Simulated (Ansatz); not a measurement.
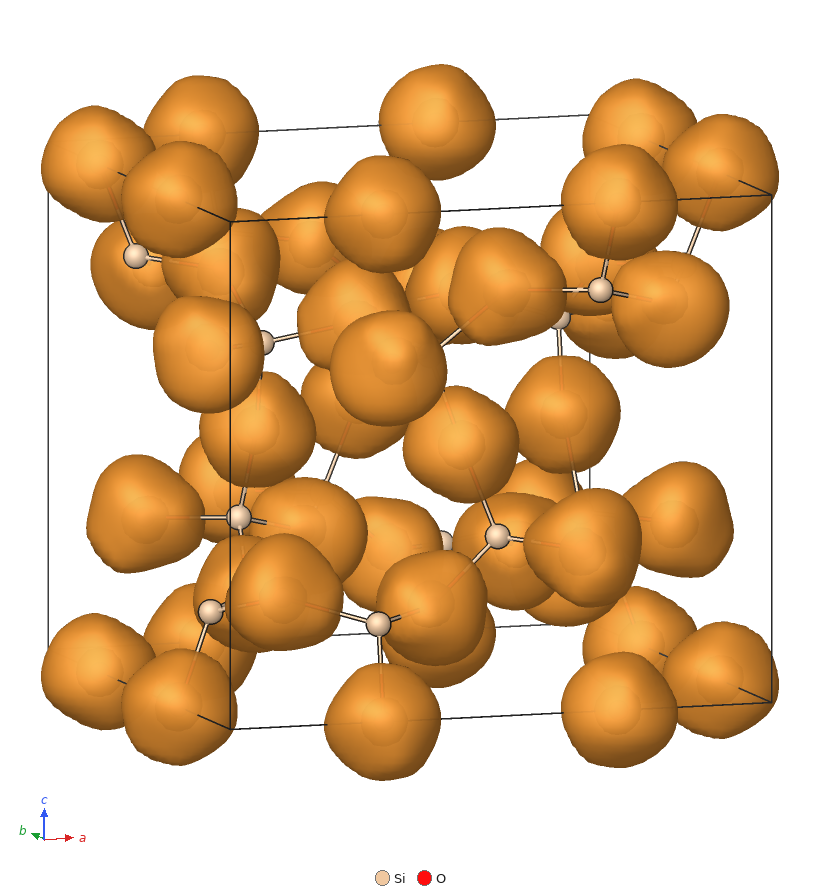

SiO2. Isosurface of the electron localisation function at 0.7 (orange), seen slightly off an axis. Only the valence region is drawn (cores and ρ < 0.01 e/Å³ removed). Sticks mark near contacts.

Space group I-42m; a structure from a database of computed crystals, not necessarily the ambient phase; not relaxed (largest force 0.4 eV/Å); computed pressure about 5 GPa in this cell.

Method: Ansatz 0.2.0, DFT, PBE, plane-wave PAW, default files, scalar-relativistic, frozen cores not responding.

In a PAW calculation such maps are meaningful between the atoms, not at the nuclei.

Input

```
crystal:
  lattice:
    - [-4.5798011975, 4.5798011975, 4.1155784219]
    - [4.5798011975, -4.5798011975, 4.1155784219]
    - [4.5798011975, 4.5798011975, -4.1155784219]
  atoms:
    - { symbol: Si, position: [0.75543276, 0.11319685, 0.23211066] }
    - { symbol: Si, position: [0.88108619, 0.5233221, 0.76788934] }
    - { symbol: Si, position: [0.11319685, 0.75543276, 0.23211066] }
    - { symbol: Si, position: [0.4766779, 0.24456724, 0.35776409] }
    - { symbol: Si, position: [0.88680315, 0.11891381, 0.64223591] }
    - { symbol: Si, position: [0.5233221, 0.88108619, 0.76788934] }
    - { symbol: Si, position: [0.24456724, 0.4766779, 0.35776409] }
    - { symbol: Si, position: [0.11891381, 0.88680315, 0.64223591] }
    - { symbol: O, position: [0.28333307, 0.0, 0.28333307] }
    - { symbol: O, position: [0.9167487, 0.62593563, 0.0] }
    - { symbol: O, position: [0.63068491, 0.2378251, 0.25333888] }
    - { symbol: O, position: [0.71666693, 0.0, 0.71666693] }
    - { symbol: O, position: [0.62593563, 0.9167487, 0.0] }
    - { symbol: O, position: [0.62265397, 0.36931509, 0.60714019] }
    - { symbol: O, position: [0.36931509, 0.62265397, 0.60714019] }
    - { symbol: O, position: [0.0832513, 0.0832513, 0.70918693] }
    - { symbol: O, position: [0.98448622, 0.37734603, 0.74666112] }
    - { symbol: O, position: [0.0, 0.71666693, 0.71666693] }
    - { symbol: O, position: [0.2378251, 0.63068491, 0.25333888] }
    - { symbol: O, position: [0.01551378, 0.7621749, 0.39285981] }
    - { symbol: O, position: [0.0, 0.28333307, 0.28333307] }
    - { symbol: O, position: [0.7621749, 0.01551378, 0.39285981] }
    - { symbol: O, position: [0.37406437, 0.37406437, 0.29081307] }
    - { symbol: O, position: [0.37734603, 0.98448622, 0.74666112] }
kpoints:
  mp_grid: { grid: [4, 4, 4] }
scf:
  occupations: { method: fermi_dirac, width: 0.02 }
hamiltonian:
  xc: pbe
  pseudopotentials: { kind: paw, frozen_core: stored }
output:
  forces: true
  stress: true
  populations: true
  efg: { quadrupole_moments_barn: { O: -0.02558 }, contact_densities: true }
  write_density: true
  write_potential: true
  elf: true
  volumetric_format: npy
```

Run with:

```sh
ansatz run input.yaml --threads 1 --pin off --max-ram 2560MiB --backend cpu --events-out ev --progress --plain --runs-dir out
```

Below, planes, directions and counts refer to the conventional cell (a = 9.16 Å, b = 9.16 Å, c = 8.23 Å, α = 90.00°, β = 90.00°, γ = 90.00°).

**Where are the electrons localised?**

At this value the surface marks out 32 regions on O in which the atom's valence shell and bonds are merged, counted in one cell of 48 atoms. Regions shared between cells count once.

Values along the shortest contacts:
Si–O (1.61 Å): the ELF peaks at about 0.85 between the atoms: a shared but strongly polarised pair.
